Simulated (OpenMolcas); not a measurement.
# Energy and gradient calculation, with input and output: C₃H₆O (part 2 of 2)

Continued. System: C₃H₆O. Method: B86PBE/def2-SV(P), RKS (OpenMolcas 26.06). The geometry is that of the parent species in another charge or spin state. The geometry comes from this level: GFN2-xTB.

Geometry of the input (Å):
```
C  -0.9644  0.7279  -0.3931
C  0.0497  -0.4073  -0.5956
C  1.0496  -0.4338  0.5698
O  -0.3939  -1.5335  -1.0261
H  -1.6034  0.7545  -1.2715
H  -1.5824  0.5611  0.4948
H  -0.4242  1.6646  -0.2885
H  1.5292  0.5385  0.6408
H  1.7841  -1.2041  0.3515
H  0.5556  -0.6679  1.5180
```

### Output, continued
```
      Numerical integration parameters
      --------------------------------
      Radial quadrature type:                         MHL
      Size of radial grid:                            75
      Lebedev angular grid:                           29
      Angular grid pruned with the crowding factor:  3.00E+00
                                 and fading factor:  6.00E+00
      Screening threshold for integral computation:   1.00E-11
      Radial quadrature accuracy:                     1.00E-25
      Maximum batch size:                             128
      AO values are stored on disk
      The same grid will be used for all iterations.

      DFT functional specifications
      -----------------------------
      Using Libxc version: 6.2.2
      Please cite the following reference:
      S. Lehtola, C. Steigemann, M. J.T. Oliveira, and M. A.L. Marques.,  SoftwareX 7, 1–5 (2018) doi:10.1016/j.softx.2017.11.002

      * Becke 86
      * Perdew, Burke & Ernzerhof
        - J. P. Perdew, K. Burke, and M. Ernzerhof.,  Phys. Rev. Lett. 77, 3865 (1996) doi:10.1103/PhysRevLett.77.3865
        - J. P. Perdew, K. Burke, and M. Ernzerhof.,  Phys. Rev. Lett. 78, 1396 (1997) doi:10.1103/PhysRevLett.78.1396

++    Optimization specifications:
      ----------------------------

      SCF Algorithm: Conventional
      D(i)-D(i-1) density differences are used
      Number of density matrices in core                 5
      Maximum number of NDDO SCF iterations            400
      Maximum number of HF SCF iterations              400
      Threshold for SCF energy change             1.00E-09
      Threshold for density matrix                1.00E-04
      Threshold for Fock matrix                   1.50E-04
      Threshold for linear dependence             1.00E-09
      Threshold at which DIIS is turned on        1.50E-01
      Maximum depth in the DIIS procedure                5
      Maximum depth in the BFGS Hessian update          30
      Threshold at which QNR/C2DIIS is turned on  7.50E-02
      Threshold for Norm(delta) (QNR/C2DIIS)      1.00E-03
      All orbitals punched on: SCFORB
--

      Input vectors read from INPORB
      Orbital file label: *Guess orbitals

++ Convergence information
                                   B86PBE     iterations: Energy and convergence statistics

Iter     Tot. B86PBE     One-elec.       Two-elec.     Energy      Max Dij or  Max Fij      DNorm      TNorm      AccCon     Time
         Energy          Energy          Energy        Change      Delta Norm                                                in Sec.
   1  -192.383494113  -517.471594684   207.098022367   0.00E+00    7.43E-01*   1.89E-01*    6.24E+00   1.16E+02   None         1.
   2  -189.150063167  -523.313988843   216.173847473   3.23E+00*   4.54E-01*   1.28E-01*    1.09E+01   1.19E+02   EDIIS        0.
   3  -192.736522174  -523.240511748   212.513911371  -3.59E+00*   3.12E-01*   7.77E-02*    2.37E+00   1.18E+02   EDIIS        0.
   4  -192.768494371  -521.407383322   210.648810748  -3.20E-02*   1.08E-01*   3.48E-02*    1.19E+00   1.17E+02   EDIIS        0.
   5  -192.935008282  -520.052324927   209.127238442  -1.67E-01*   5.61E-02*   2.48E-02*    6.65E-01   1.17E+02   c2DIIS       0.
   6  -192.939209319  -522.710581658   211.781294136  -4.20E-03*   1.43E-01*   2.09E-02*    6.17E-01   1.17E+02   QNRc2DIIS    0.
   7  -192.928039711  -519.432342387   208.514224473   1.12E-02*   8.70E-02*   2.95E-02*    8.33E-01   1.16E+02   QNRc2DIIS    0.
   8  -192.949137430  -521.352657577   210.413441942  -2.11E-02*   9.27E-03*   6.36E-03*    5.28E-01   1.17E+02   QNRc2DIIS    0.
   9  -192.949374182  -521.347183003   210.407730618  -2.37E-04*   2.12E-03*   1.02E-03*    3.40E-02   1.17E+02   QNRc2DIIS    0.
  10  -192.949386870  -521.364297751   210.424832678  -1.27E-05*   6.69E-04    1.90E-04*    1.09E-02   1.17E+02   QNRc2DIIS    0.
  11  -192.949387983  -521.360954216   210.421488030  -1.11E-06*   3.92E-04    6.45E-05     1.08E-02   1.17E+02   QNRc2DIIS    0.
  12  -192.949388114  -521.359123320   210.419657003  -1.31E-07*   6.77E-05    1.80E-05     6.79E-03   1.17E+02   QNRc2DIIS    0.
  13  -192.949388123  -521.359149488   210.419683162  -9.07E-09*   1.02E-05    2.82E-06     6.61E-04   1.17E+02   QNRc2DIIS    0.
  14  -192.949388123  -521.359195091   210.419728764  -1.90E-10    1.91E-06    5.62E-07     6.60E-05   1.17E+02   QNRc2DIIS    0.

       Convergence after  14 Iterations
--

 *****************************************************************************************************************************
 *                                             SCF/KS-DFT Program, Final results                                             *
 *                                                       Final Results                                                       *
 *****************************************************************************************************************************

::    Total KS-DFT energy                            -192.9493881231
      One-electron energy                            -521.3591950906
      Two-electron energy                             210.4197287638
      Nuclear repulsion energy                        117.9900782037
      Kinetic energy (interpolated)                   191.0692989194
      Virial theorem                                    1.0098398289
      Total spin, S(S+1)                                0.0000000000
      Total spin, S                                     0.0000000000
      Max non-diagonal density matrix element           0.0000016753
      Max non-diagonal Fock matrix element              0.0000002241

      All orbitals with orbital energies smaller than  E(LUMO)+0.5 are printed

++    Molecular orbitals:
      -------------------

      Title: RKS-DFT orbitals

      Molecular orbitals for symmetry species 1: a

          Orbital            1         2         3         4         5         6         7         8         9        10
          Energy          -18.7678  -10.0006   -9.9102   -9.9102   -0.9091   -0.6927   -0.6342   -0.4741   -0.4130   -0.4008
          Occ. No.          2.0000    2.0000    2.0000    2.0000    2.0000    2.0000    2.0000    2.0000    2.0000    2.0000

          Orbital           11        12        13        14        15        16        17        18        19        20
          Energy           -0.3998   -0.3638   -0.3426   -0.3260   -0.2971   -0.1973   -0.0993    0.0365    0.0858    0.0861
          Occ. No.          2.0000    2.0000    2.0000    2.0000    2.0000    2.0000    0.0000    0.0000    0.0000    0.0000

          Orbital           21        22        23        24        25        26        27
          Energy            0.1000    0.1232    0.1353    0.1657    0.2151    0.2324    0.3620
          Occ. No.          0.0000    0.0000    0.0000    0.0000    0.0000    0.0000    0.0000

--

++    Molecular charges:
      ------------------

      Mulliken charges per centre and basis function type
      ---------------------------------------------------

                C1      C2      C3      O4      H5      H6      H7      H8      H9      H10
      1s       3.0939  3.2048  3.0939  3.8241  0.8831  0.8633  0.9013  0.9012  0.8832  0.8634
      2px      1.0366  0.9340  1.0571  1.6093  0.0000  0.0000  0.0000  0.0000  0.0000  0.0000
      2pz      1.0760  0.8666  1.0193  1.3701  0.0000  0.0000  0.0000  0.0000  0.0000  0.0000
      2py      1.0233  0.8813  1.0594  1.4090  0.0000  0.0000  0.0000  0.0000  0.0000  0.0000
      3d2+     0.0041  0.0206  0.0030  0.0035  0.0000  0.0000  0.0000  0.0000  0.0000  0.0000
      3d1+     0.0081  0.0113  0.0063  0.0009  0.0000  0.0000  0.0000  0.0000  0.0000  0.0000
      3d0      0.0052  0.0122  0.0068  0.0020  0.0000  0.0000  0.0000  0.0000  0.0000  0.0000
      3d1-     0.0017  0.0131  0.0019  0.0039  0.0000  0.0000  0.0000  0.0000  0.0000  0.0000
      3d2-     0.0070  0.0222  0.0080  0.0038  0.0000  0.0000  0.0000  0.0000  0.0000  0.0000
      Total    6.2558  5.9661  6.2559  8.2266  0.8831  0.8633  0.9013  0.9012  0.8832  0.8634

      N-E     -0.2558  0.0339 -0.2559 -0.2266  0.1169  0.1367  0.0987  0.0988  0.1168  0.1366

      Total electronic charge=   32.000000

      Total            charge=   -0.000000
--

++    Molecular properties:
      ---------------------

      Charge (e):
                      =   -0.0000
      Dipole Moment (debye):
      Origin of the operator (angstrom)=   -0.0761   -0.4174   -0.3443
                   X=  5.1564E-01               Y=  2.0988E+00               Z=  1.4501E+00           Total=  2.6026E+00
      Quadrupole Moment (debye*angstrom):
      Origin of the operator (angstrom)=   -0.0761   -0.4174   -0.3443
                  XX= -2.4390E+01              XY= -8.4700E-01              XZ= -7.4412E-01              YY= -2.7097E+01
                  YZ= -1.6530E+00              ZZ= -2.4695E+01
      In traceless form (debye*angstrom)
                  XX=  1.5065E+00              XY= -1.2705E+00              XZ= -1.1162E+00              YY= -2.5547E+00
                  YZ= -2.4796E+00              ZZ=  1.0483E+00
--

--- Stop Module: scf /rc=_RC_ALL_IS_WELL_ ---
--- Module scf spent 6 seconds ---

--- Start Module: alaska ---

                                              &ALASKA

                       available to each process: 1.9 GB of memory, 1 thread

                     Threshold for contributions to the gradient: 1.000E-07

                    ********************************************
                    * Symmetry Adapted Cartesian Displacements *
                    ********************************************

           Irreducible representation : a
           Basis function(s) of irrep: x, y, xy, Rz, z, xz, Ry, yz, Rx, I

 Basis Label        Type   Center Phase
   1   C1           x         1     1
   2   C1           y         1     1
   3   C1           z         1     1
   4   C2           x         2     1
   5   C2           y         2     1
   6   C2           z         2     1
   7   C3           x         3     1
   8   C3           y         3     1
   9   C3           z         3     1
  10   O4           x         4     1
  11   O4           y         4     1
  12   O4           z         4     1
  13   H5           x         5     1
  14   H5           y         5     1
  15   H5           z         5     1
  16   H6           x         6     1
  17   H6           y         6     1
  18   H6           z         6     1
  19   H7           x         7     1
  20   H7           y         7     1
  21   H7           z         7     1
  22   H8           x         8     1
  23   H8           y         8     1
  24   H8           z         8     1
  25   H9           x         9     1
  26   H9           y         9     1
  27   H9           z         9     1
  28   H10          x        10     1
  29   H10          y        10     1
  30   H10          z        10     1

                     No automatic utilization of translational and rotational invariance of the energy is employed.

 DFT contribution computed for a moving grid.

 Conventional ERI gradients!

 **************************************************
 *              Molecular gradients               *
 **************************************************

  Irreducible representation: a
 ------------------------------------------------------------------------------------------
                              X                       Y                       Z
 ------------------------------------------------------------------------------------------
  C1               -2.01643348791904E-02    8.38055777743207E-05    3.25550038838605E-02
  C2                7.38610835831892E-02    8.27856065076293E-02   -5.49253782026144E-02
  C3               -1.41775941594622E-02   -3.38609573846371E-03    3.55376616181449E-02
  O4               -3.79374003316100E-02   -6.30372405164898E-02    3.41369506526945E-03
  H5                1.34918133480011E-02   -4.65982130155285E-03    1.06736809141652E-02
  H6                1.98619535043010E-03    6.73519615700904E-03   -9.47538155737604E-03
  H7               -2.00419154289855E-03   -1.85448025633632E-02   -2.62695797166873E-03
  H8               -1.15847071031305E-02   -1.30510701775877E-02   -7.16901133203662E-03
  H9               -1.37510836349759E-02    1.11366426244337E-02   -2.35059989839570E-03
  H10               1.02802193696367E-02    1.93777943060824E-03   -5.63271251934871E-03
 ------------------------------------------------------------------------------------------

--- Stop Module: alaska /rc=_RC_ALL_IS_WELL_ ---
--- Module alaska spent 3 seconds ---

.##################.
.# Happy landing! #.
.##################.

    Timing: Wall=11.35 User=9.84 System=1.48
```

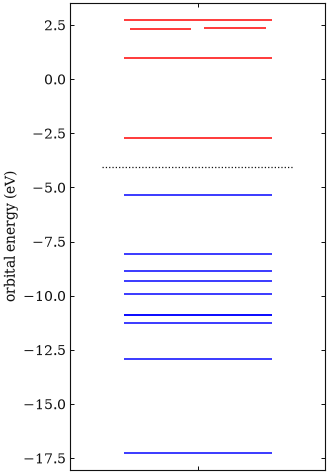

*Orbital energies near the frontier; the dotted line parts filled from empty levels, and levels within 0.02 eV of each other stand side by side.*

Highest filled −5.37 eV, lowest empty −2.70 eV, 2.67 eV apart.

### Results in brief

- outcome: converged
- total energy: −192.949388 hartree
- basis functions: 68
- largest force: 6.366 eV/Å
- HOMO: −5.37 eV
- LUMO: −2.70 eV
- dipole moment: 2.60 debye
- hardware: 1 thread of Arm Neoverse V1, 24 GiB of memory available, shared host
- wall time: 12 s
- peak memory: 0.41 GiB
